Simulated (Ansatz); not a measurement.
Tl$_{12}$Cl$_{11}$ (cell charge +1, with a compensating background) (cell with a defect)

Input

```
crystal:
  lattice:
    - [-3.7693046137, -7.5386092274, -3.7693046137]
    - [3.7693046137, -3.7693046137, -7.5386092274]
    - [3.7693046137, -7.5386092274, 3.7693046137]
  atoms:
    - { symbol: Tl, position: [0.6703076902, 0.6684606187, -0.0062039011] }
    - { symbol: Tl, position: [0.5884323054, 0.325926259, 0.2378023847] }
    - { symbol: Tl, position: [0.5000001061, 1.518e-07, 0.5000001677] }
    - { symbol: Tl, position: [0.4115673495, 0.6740735892, 0.7621977867] }
    - { symbol: Tl, position: [0.3296926215, 0.3315391993, 0.0062034325] }
    - { symbol: Tl, position: [0.2440511132, 0.0056131223, 0.2440059467] }
    - { symbol: Tl, position: [0.0752886218, 0.3315391993, 0.7561289924] }
    - { symbol: Tl, position: [0.9999998907, 1.82e-07, -1.295e-07] }
    - { symbol: Tl, position: [0.7559485562, -0.0056127884, 0.7559940152] }
    - { symbol: Tl, position: [0.1508787358, 0.6740735892, 0.5001353852] }
    - { symbol: Tl, position: [0.9247120166, 0.6684606187, 0.2438707291] }
    - { symbol: Tl, position: [0.849120993, 0.325926259, 0.4998651904] }
    - { symbol: Cl, position: [0.5000000077, 0.5000001309, 0.5000001863] }
    - { symbol: Cl, position: [0.3752088269, 0.0042621236, 0.8721145989] }
    - { symbol: Cl, position: [0.2934468313, 0.6677507441, 0.1255033797] }
    - { symbol: Cl, position: [0.2105720094, 0.3334998435, 0.3755033451] }
    - { symbol: Cl, position: [0.1288455262, -0.0030111287, 0.6221147853] }
    - { symbol: Cl, position: [0.9544045244, 0.3365110276, 0.1278852147] }
    - { symbol: Cl, position: [0.8711545847, 0.0030110532, 0.3778854011] }
    - { symbol: Cl, position: [0.624790924, -0.0042617717, 0.1278852147] }
    - { symbol: Cl, position: [0.045595337, 0.6634891033, 0.8721145989] }
    - { symbol: Cl, position: [0.7894277461, 0.6665001011, 0.6244966203] }
    - { symbol: Cl, position: [0.7065536822, 0.3322487731, 0.8744966549] }
total_charge: 1
basis:
  ecutwfc: 420
kpoints:
  mp_grid: { grid: [4, 4, 4] }
hamiltonian:
  xc: pbesol
scf:
  occupations: { method: gaussian, width: 0.05 }
output:
  forces: true
  stress: true
  eigenvalues: true
  write_density: true
  write_potential: true
  elf: true
  volumetric_format: npy
```

Command:

```sh
ansatz run input.yaml --threads 4 --pin off --max-ram 9216MiB --backend cpu --events-out ev --progress --plain --runs-dir out
```

Not relaxed (largest force 0.5 eV/Å).

The calculation used DFT PBEsol, scalar-relativistic, plane waves, PAW (Ansatz).

Core electrons are frozen (PAW), and the valence fields are smoothed inside the atomic spheres.

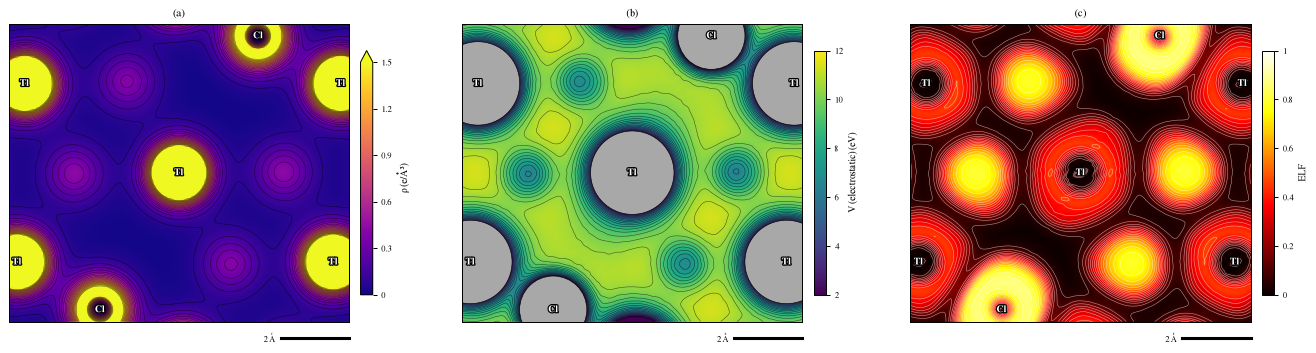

Figure 1. (a) valence charge density (pseudo); (b) electrostatic potential (local pseudopotential plus Hartree) felt by an electron; (c) ELF on the (001) plane of the calculation cell. Grey discs cover the atomic cores in the potential map.

### Describe what can be read from this map.

The plane passes through Tl and Cl nuclei. Tl–Cl (2.79 Å): the density is about 0.26 e/Å³ at the midpoint; the ELF peaks at about 0.85 in the valence shell of Cl, 0.7 Å from its nucleus, and drops to about 0.15 between the two atoms: no localised pair shows between them. Between the atoms the lowest density in this plane is 0.01 e/Å³. The ELF also peaks beside Cl, away from the bonds: lone-pair regions. Outside the cores the potential energy rises away from the atoms and is highest about 1.9 Å from the nearest atoms; its zero is arbitrary.

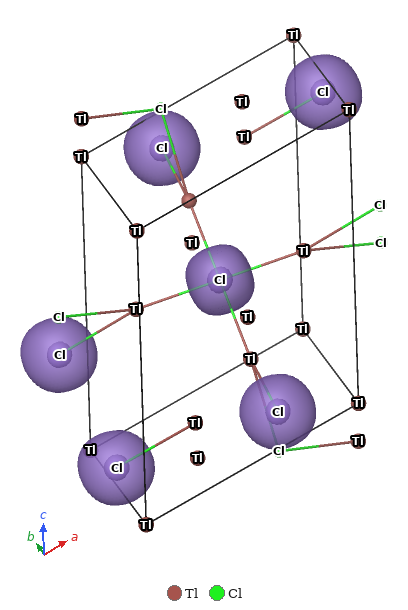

Figure 2. Isosurface of the ELF at 0.7 (purple), seen slightly off an axis. Core shells and regions of very low density are left out. Sticks mark near contacts.

### Identify the bonds, lone pairs and shells in this picture.

The ELF exceeds this value in eleven regions wrapped around Cl (the valence shell of each), counted in one cell of 23 atoms. Any copies at cell faces, edges or corners count once. Profiles from the grid: Tl–Cl (3.16 Å): the ELF is about 0.10 at the midpoint (no localised pair shows between them).

### Does the calculation give a band gap?

It is gapped, with a Kohn–Sham gap of 1.5 eV on the k-point mesh, an upper bound to the gap of this method.
